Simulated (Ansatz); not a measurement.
The structure in question:

```yaml
crystal:
  lattice:
    - [4.82745, 0.00000, 0.00000]
    - [0.00000, 4.82745, 0.00000]
    - [0.00000, 0.00000, 3.23816]
  atoms:
    - { symbol: Sn, position: [0.50000, 0.50000, 0.50000] }
    - { symbol: Sn, position: [0.00000, 0.00000, 0.00000] }
    - { symbol: O, position: [0.30658, 0.30658, 0.00000] }
    - { symbol: O, position: [0.80658, 0.19342, 0.50000] }
    - { symbol: O, position: [0.19342, 0.80658, 0.50000] }
    - { symbol: O, position: [0.69342, 0.69342, 0.00000] }
```

Before looking at a picture, describe the arrangement of atoms.

Formula: SnO2. Space group P4_2/mnm (No. 136), lattice primitive tetragonal. Prototype: rutile. The cell holds 6 atoms (2 Sn, 4 O), Z = 2. The Sn atoms are each bonded to six O in a distorted octahedral arrangement at 2.09 Å. O is coordinated by three Sn at 2.09 Å. The bonds build a three-dimensional framework.

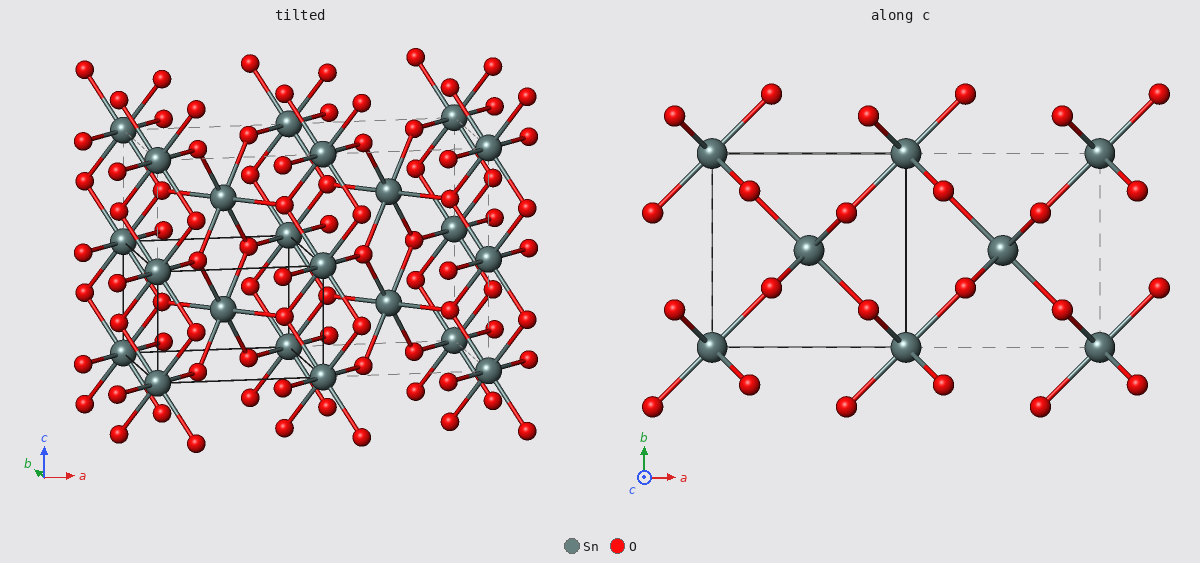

We look at a ball-and-stick model of the crystal slightly off an axis and along the c axis. The solid frame is a single conventional unit cell within a 2×1×2 block. Some atoms of the next cells are drawn as well.

Its origin is a structure listed in the Materials Project. What is shown is the relaxed result from DFT PBE, scalar-relativistic, plane waves, PAW (Ansatz).
